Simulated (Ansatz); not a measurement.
Start from this file.

```
CELL_PARAMETERS angstrom
3.27080 0.00000 0.00000
-1.63540 2.83259 0.00000
0.00000 0.00000 23.78543
ATOMIC_POSITIONS crystal
Hf 0.00000 0.00000 0.77907
Hf 0.33333 0.66667 0.88760
Hf 0.00000 0.00000 0.00000
N 0.66667 0.33333 0.94602
N 0.66667 0.33333 0.72065
Hf 0.66667 0.33333 0.11240
Hf 0.00000 0.00000 0.22093
Hf 0.66667 0.33333 0.33333
N 0.33333 0.66667 0.27935
N 0.33333 0.66667 0.05398
Hf 0.33333 0.66667 0.44574
Hf 0.66667 0.33333 0.55426
Hf 0.33333 0.66667 0.66667
N 0.00000 0.00000 0.61269
N 0.00000 0.00000 0.38731
```

> Describe what this structure looks like.

The formula is Hf₃N₂. The atoms follow space group R-3m (No. 166); the Bravais lattice is rhombohedral (trigonal R). There are 15 atoms in the cell: 9 Hf, 6 N. Within bonding distance, the neighbour counts come to Hf 15 to 18 (mean 16.0) and N 6.

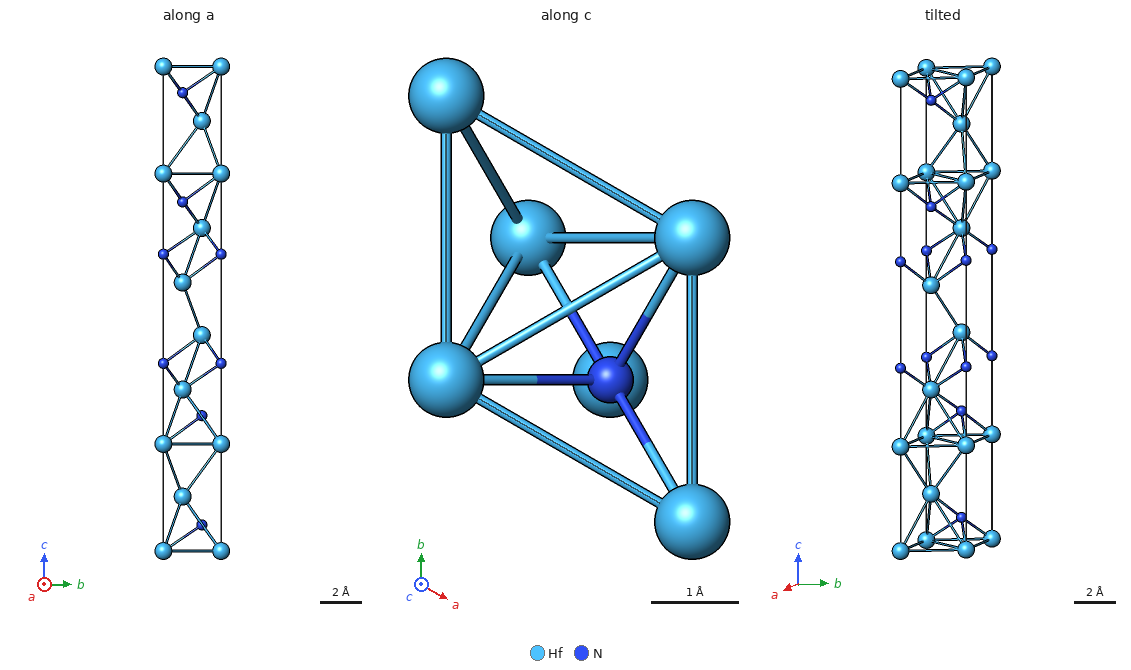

View along the a axis, along the c axis and slightly off an axis, drawn as a ball-and-stick model. Atoms at the boundary of the conventional unit cell (the box) are drawn once for each face, edge or corner they touch.

The model was built from a structure listed in the Materials Project. It was relaxed at fixed volume with Ansatz, DFT r2SCAN, scalar-relativistic, plane waves, PAW.

At this level of theory the cell isn't at rest (stretched, at -12 GPa), so its distances can differ from those at equilibrium, the more so the softer the solid.
